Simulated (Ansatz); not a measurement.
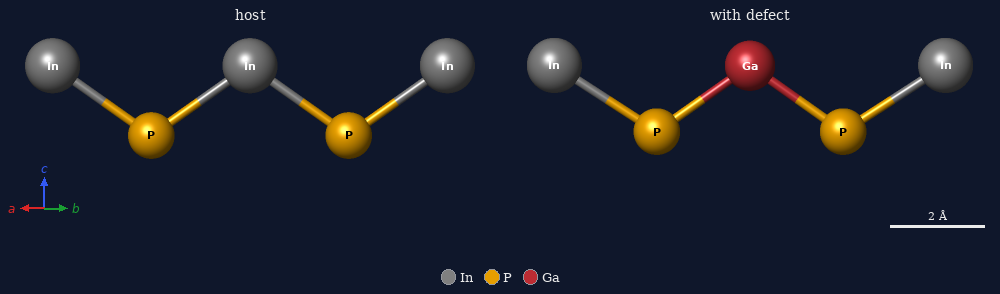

Left: perfect InP. Right: the same region with one point defect, after relaxing the atoms in a supercell of 32 sites. A ball-and-stick model of the atoms within 4.6 Å of one point, in a slice 4.2 Å thick across the line of sight, seen along [110].

Level of theory: Ansatz 0.2.0, DFT PBE, scalar-relativistic, plane waves, PAW. Set-up: plane-wave cutoff 420 eV; k-point mesh 2 × 2 × 2; occupations gaussian; smearing width 0.02 eV; no spin polarisation. The cell is small and the k-mesh coarse, so the numbers are rough. The axes drawn are those of the host's conventional cell.

What kind of defect was made?

An indium atom is replaced by gallium.

The charge state of the cell is 0.

How does the lattice respond?

In the host the In atom has 4 P at 2.58 Å; the Ga atom ends with 4 P at 2.44 Å. Of the host's atoms, a phosphorus atom moves furthest from its site, by 0.14 Å. Relaxing the atoms from the host's sites lowers the energy by 0.29 eV. At a tolerance of 0.02 Å the relaxed supercell has space group I-43m.
